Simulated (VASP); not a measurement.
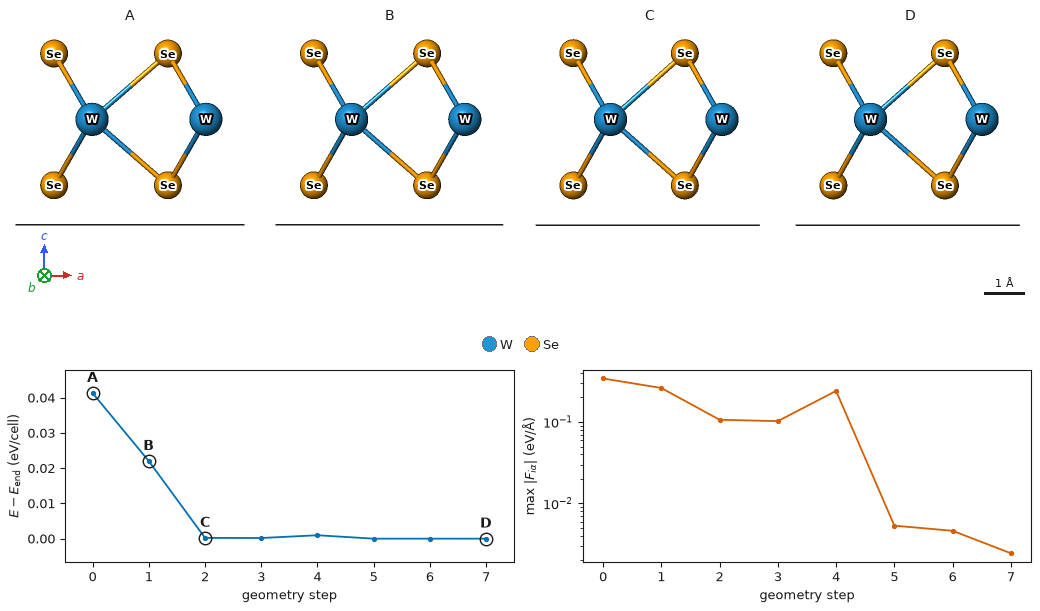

Frames of a relaxation of a slab of composition WSe2, marked on the history of the run. Style: ball-and-stick. Shown: the 2 × 2 repeat of the cell, outlined in the plane, without the vacuum, along the b axis.

The run lets the atoms move in a fixed cell.

Level of theory: Kohn-Sham DFT of a periodic cell, LDA, VASP PAW LDA potentials, recommended in VASP.

The input:
```
PREC = Accurate
ENCUT = 520
EDIFF = 1E-7
ISMEAR = 0
SIGMA = 0.05
LREAL = F
LASPH = T
NELM = 60
ALGO = Normal
ISIF = 4
LWAVE = F
LCHARG = F
LDIPOL = T
IDIPOL = 3
DIPOL = 0.5 0.5 0.500
IBRION = 2
NSW = 100
EDIFFG = -0.003
```

Launched with:
```bash
cat potpaw_LDA.64/W_sv/POTCAR potpaw_LDA.64/Se/POTCAR > POTCAR
mpirun -np 1 vasp_std > vasp.out
```

### Describe the path.

The largest moves relative to the cell and the layer's centre, 0.006 Å, are those of Se atoms. W stays in place. In the plane the drawn cell goes a 6.636 → 6.505 Å (−2.0 %), b 6.636 → 6.505 Å (−2.0 %). Some distances before and after: Se–W 2.536 → 2.512 Å. The energy falls by 41.3 meV per cell of the calculation in 7 geometry steps. Largest force component: 0.34 eV/Å at the start, 0.0025 eV/Å at the end. It ran on 1 thread of Intel(R) Xeon(R) Platinum 8488C (Sapphire Rapids) (shared host). From step 0 to 1: energy −19.3 meV per cell of the calculation. From step 1 to 2: energy −21.8 meV per cell of the calculation. From step 2 to 7: energy −0.2 meV per cell of the calculation.

| step | E − E(0), meV/atom | largest force component, eV/Å |
| --- | --- | --- |
| 0 | 0.00 | 0.3423 |
| 1 | -6.43 | 0.2618 |
| 2 | -13.70 | 0.1066 |
| 3 | -13.72 | 0.1025 |
| 4 | -13.45 | 0.2410 |
| 5 | -13.78 | 0.0053 |
| 6 | -13.78 | 0.0046 |
| 7 | -13.78 | 0.0025 |
